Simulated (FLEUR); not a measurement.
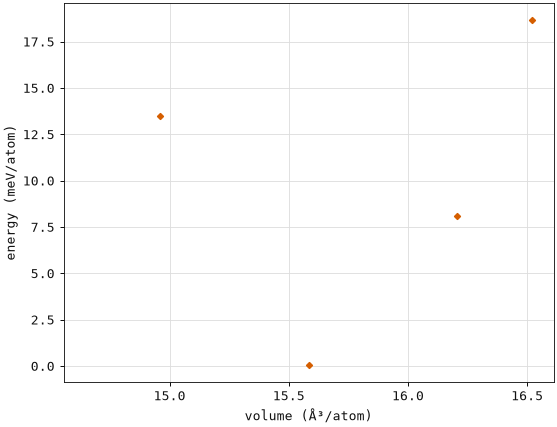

The figure shows the energy against volume for ZnAu, space group Pm-3m (No. 221).

Starting cell:
```yaml
crystal:
  lattice:
    - [3.14700, 0.00000, 0.00000]
    - [0.00000, 3.14700, 0.00000]
    - [0.00000, 0.00000, 3.14700]
  atoms:
    - { symbol: Au, position: [0.00000, 0.00000, 0.00000] }
    - { symbol: Zn, position: [0.50000, 0.50000, 0.50000] }
```

Method: all-electron LAPW DFT, no spin polarisation; energies at scaled volumes of the given cell, shape and fractions fixed, counted from the fit's minimum, third-order Birch-Murnaghan fit (FLEUR MaX-R8.1 (later development tree)). Level: r2SCAN.

k mesh 8×8×8; occupations Fermi–Dirac; smearing width 0.05 eV; potentials all electron; program settings basis FLAPW, kmax 4.24 1/bohr.

The point at volume 14.65 Å³/atom is left out of the plot. What does the calculation give there?

```json
{"volume (Å³/atom)": "14.65", "energy (meV/atom)": "30.03"}
```

Caveats: spin-orbit coupling left out, heavy elements.
